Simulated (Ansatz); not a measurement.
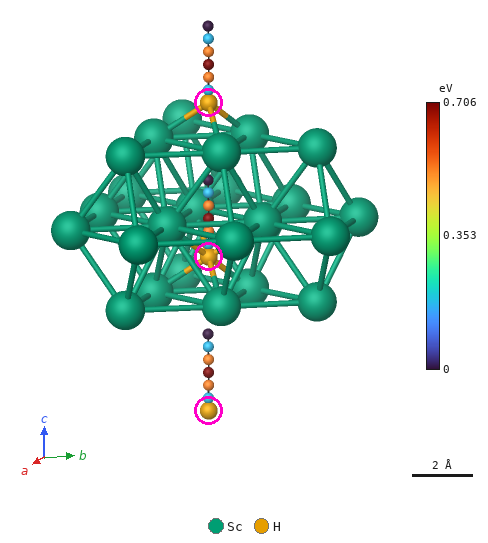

A search for the minimum-energy path of Sc with an interstitial H (13 atoms in the cell) by the nudged elastic band. Images are numbered from 0 (start) to 6 (end). The start is drawn whole; smaller spheres mark the moving atoms (H) in the later images, joined by lines and coloured by the energy of the image relative to the start. A ball-and-stick model of the atoms within 5.5 Å of the middle of the path, seen slightly off an axis. The moving atom is ringed, with any periodic copies. Bonds to atoms that aren't drawn are left out.

Theory: Ansatz, DFT PBE, scalar-relativistic, plane waves, PAW.

Input
```yaml
crystal:
  lattice:
    - [6.62, 0.0, 0.0]
    - [-4.965, 8.599632, 0.0]
    - [0.0, 0.0, 5.27614]
  atoms:
    - { symbol: Sc, position: [-0.00048197, -0.00012665, -0.00343557] }
    - { symbol: Sc, position: [0.16656334, 0.22228312, 0.49835993] }
    - { symbol: Sc, position: [0.00032733, 0.3338774, -0.00139121] }
    - { symbol: Sc, position: [0.16664127, 0.55597462, 0.50115736] }
    - { symbol: Sc, position: [0.0014991, 0.66701069, 9.177e-05] }
    - { symbol: Sc, position: [0.16749108, 0.88850215, 0.49929329] }
    - { symbol: Sc, position: [0.49968148, -0.00062547, -0.00127887] }
    - { symbol: Sc, position: [0.6663653, 0.22185472, 0.50138023] }
    - { symbol: Sc, position: [0.50003781, 0.33333174, 0.00166645] }
    - { symbol: Sc, position: [0.66695768, 0.55584532, 0.50375709] }
    - { symbol: Sc, position: [0.49927045, 0.66718306, 0.00133404] }
    - { symbol: Sc, position: [0.665357, 0.88878252, 0.50004607] }
    - { symbol: H, position: [0.33231241, 0.77949099, 0.75204643] }
basis:
  ecutwfc: 420.0
kpoints:
  mp_grid: { grid: [3, 2, 3] }
hamiltonian:
  xc: pbe
scf:
  occupations: { method: gaussian, width: 0.05 }
  lower_state_search: "off"
neb:
  images: 5
  f_tol: 0.05
  initial_path: idpp
  max_iterations: 48
  final_atoms:
    - { symbol: Sc, position: [-0.00194097, -0.00067815, 0.00535133] }
    - { symbol: Sc, position: [0.16528079, 0.22178094, 0.50222364] }
    - { symbol: Sc, position: [-0.00080382, 0.33342209, 0.0018562] }
    - { symbol: Sc, position: [0.16545449, 0.55549872, 0.49872713] }
    - { symbol: Sc, position: [-4.073e-05, 0.66626684, -0.00072237] }
    - { symbol: Sc, position: [0.16591028, 0.88802823, 0.50188041] }
    - { symbol: Sc, position: [0.49847749, -0.00103704, 0.00089116] }
    - { symbol: Sc, position: [0.66498906, 0.22107271, 0.49757822] }
    - { symbol: Sc, position: [0.49867837, 0.33253216, -0.00278918] }
    - { symbol: Sc, position: [0.66585599, 0.55509939, 0.49438371] }
    - { symbol: Sc, position: [0.49808173, 0.66642295, -0.00209811] }
    - { symbol: Sc, position: [0.66402088, 0.88807785, 0.50043981] }
    - { symbol: H, position: [0.33162834, 0.77714926, 1.24979588] }
  order_check: true
```

Launched with:
```bash
ansatz run input.yaml --threads 2 --pin off --max-ram 5120MiB --backend cpu --events-out ev --progress --plain --runs-dir out
```

Q: Describe the path and its energy.

A: The H atom travels furthest, 2.63 Å from end to end, along +c, on a straight line. At the highest image its nearest neighbour (Sc) is 1.93 Å away, against 2.30 Å at the start, and the surrounding atoms stand up to 0.06 Å off the mean of their end positions. The two ends have nearly the same energy, and the highest point, image 3, lies 0.71 eV above the start. The band is converged.

Limits of the set-up: the k-point mesh is coarse for a cell with partly filled bands; the periodic images lie only 5.3 Å apart, so the values are limited by the cell's size.
